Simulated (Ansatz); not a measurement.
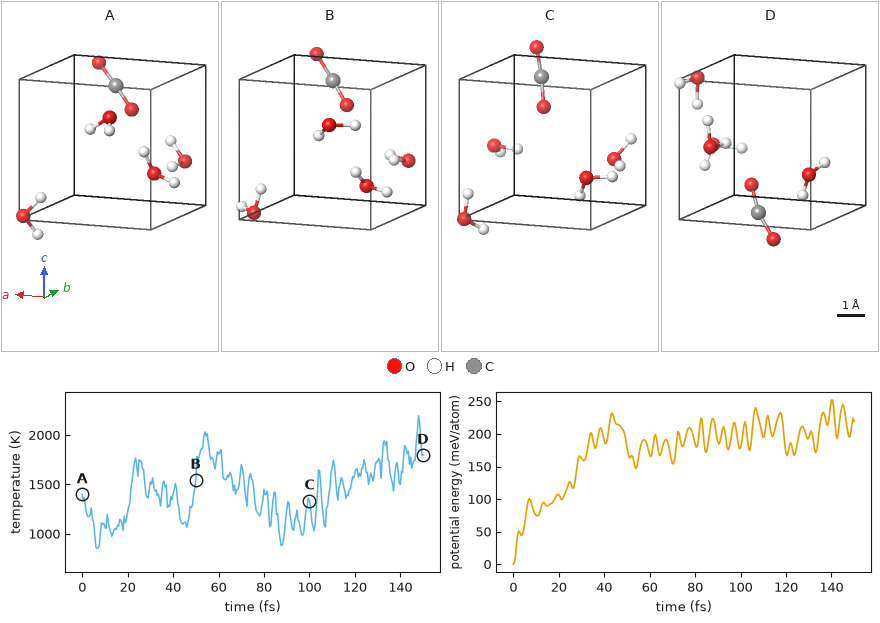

Molecular dynamics of a periodic cell with 4 H2O + 1 CO2 at 1.295 g/cm³, 150 fs long. Frames (A at 0 fs, B at 50 fs, C at 100 fs, D at 150 fs) and the history of the run. The picture is a ball-and-stick view of the simulation cell, seen from a free direction. Atoms that leave the cell re-enter on the other side.

Computed with DFT PBE-D3(BJ), scalar-relativistic, plane waves, PAW in Ansatz. Settings: plane-wave cutoff 420 eV; k-point mesh 1 × 1 × 1; Fermi-Dirac smearing 0.02 eV; low-accuracy preset; Langevin thermostat (NVT); set temperature 1500 K; time step 0.5 fs; friction 0.02 per fs.

What do the frames and curves show?

In the second half of the run the atoms are, in the root-mean-square, this far from where they began (common drift taken out): H 0.99 Å, C 0.74 Å, O 0.64 Å. The heavy atoms stay within a fraction of a molecule's size of their starting places; so short a run doesn't tell a liquid from a solid. The mean temperature in the second half is 1462 K (standard deviation 277 K). The potential energy in the second half lies on average 204 meV per atom above the first frame.

Limits of the set-up: the program's low-accuracy preset was used; the periodic images lie only 5.3 Å apart, so the values are limited by the cell's size.

The run took 3.6 min on 1 thread of Arm Neoverse V1 (shared host), peak memory 0.29 GiB.
